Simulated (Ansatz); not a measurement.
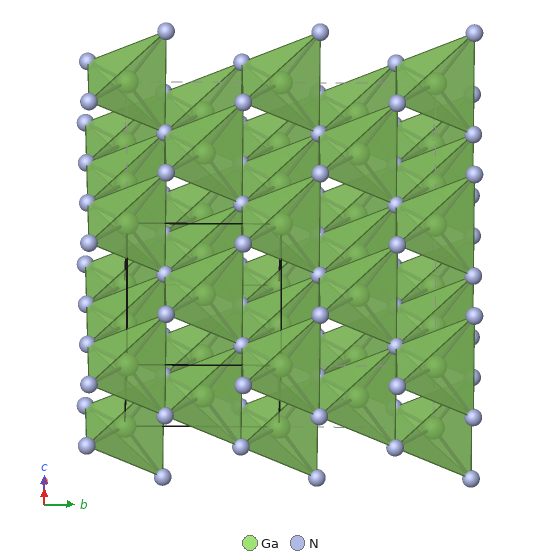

Polyhedra are drawn about Ga (bonds: Ga–N below 2.2 Å); other atoms are plain spheres.

System GaN (space group F-43m, No. 216); source of the atomic positions: the input geometry of an electronic-structure calculation (not necessarily at equilibrium).

Sharing among the drawn polyhedra:

| site | polyhedron | corner-sharing neighbours | edge-sharing | face-sharing | bond (Å) |
| --- | --- | --- | --- | --- | --- |
| Ga | GaN4 tetrahedron | 12 | 0 | 0 | 1.97 |

They form a three-dimensional framework of corner-sharing tetrahedra.
